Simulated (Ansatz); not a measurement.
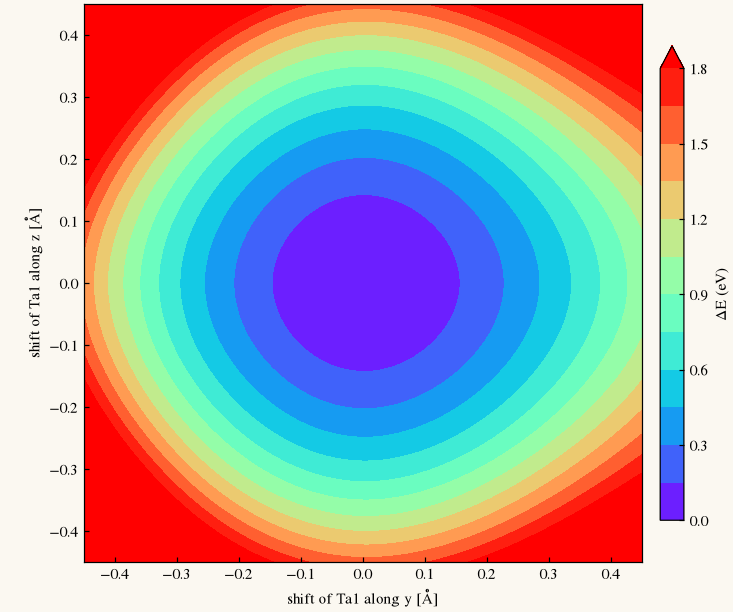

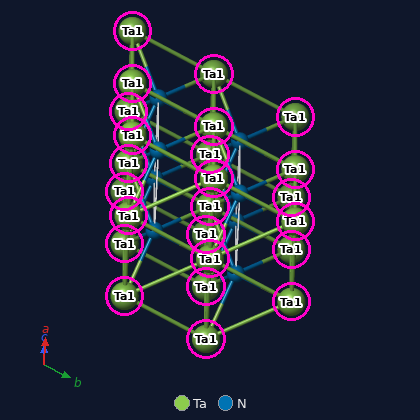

Energy landscape of TaN (P-6m2, No. 187; 2 atoms in the cell). Atom Ta1 is moved over a plane while all other atoms and the cell stay fixed (its periodic images move with it) (x along [1 0 0], y along [1 2 0], z along [0 0 1] of the conventional cell). First axis: shift of Ta1 along y. Second axis: shift of Ta1 along z. The grid has 5 × 5 points; 15 points were computed and 10 follow by symmetry. Points are written as (first, second). Energies are in eV per cell, from the lowest grid point. The reference cell is the one listed in the database, not relaxed at this level. The calculation used Ansatz 0.2.0, DFT PBEsol, scalar-relativistic, plane waves, PAW. Settings: cutoff 420 eV, k-mesh 18×18×16 in the order of the run's cell vectors, gaussian smearing 0.15 eV, no spin polarisation.

The picture shows filled contours, one colour for all values above the top of the scale. Between grid points the surface is interpolated. The second picture is the structure at the lowest point

### What does the map say about the system?

The lowest grid point is at (0.000 Å, 0.000 Å). It is the only kind of minimum in the scanned range. The highest grid point, (−0.450 Å, −0.450 Å), lies 4.34 eV above the lowest. Near the minimum the well is nearly round, with a curvature of about 14 eV/Å².
